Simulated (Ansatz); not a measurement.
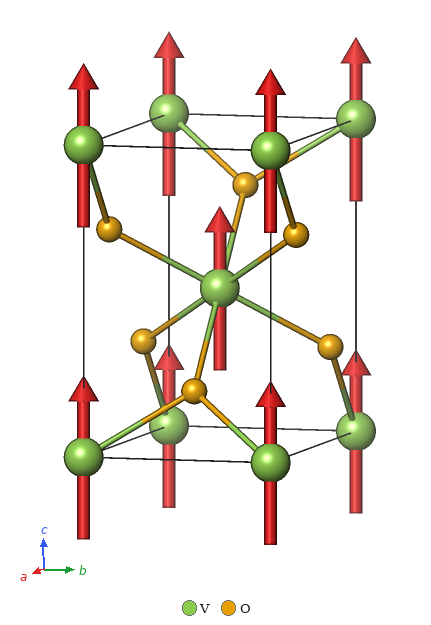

Crystal structure, ball-and-stick style, seen slightly off an axis. The frame is the simulation cell; atoms at its boundary are shown with their periodic copies. Arrows are the site magnetic moments above 0.25 μB (those induced on non-metal atoms are left out); longer means larger, and red and blue are up and down (without spin-orbit coupling the axis itself is arbitrary).

This is the state reached for VO2. The calculation: DFT PBE, scalar-relativistic, plane waves, PAW (Ansatz), with cutoff 420 eV, 8×12×8 k-mesh, Gaussian smearing of 0.1 eV, collinear spins.

> What do the arrows say about the order?

Ferromagnetic (within this cell). Site moments: 2 V +0.8 μB. The net spin moment of the whole cell is 2.0 μB, including what lies between the atoms and on sites without an arrow.

Its origin is an entry, possibly a prediction, of the Crystallography Open Database. What is shown is the relaxed result from DFT PBE, scalar-relativistic, plane waves, PAW (Ansatz).
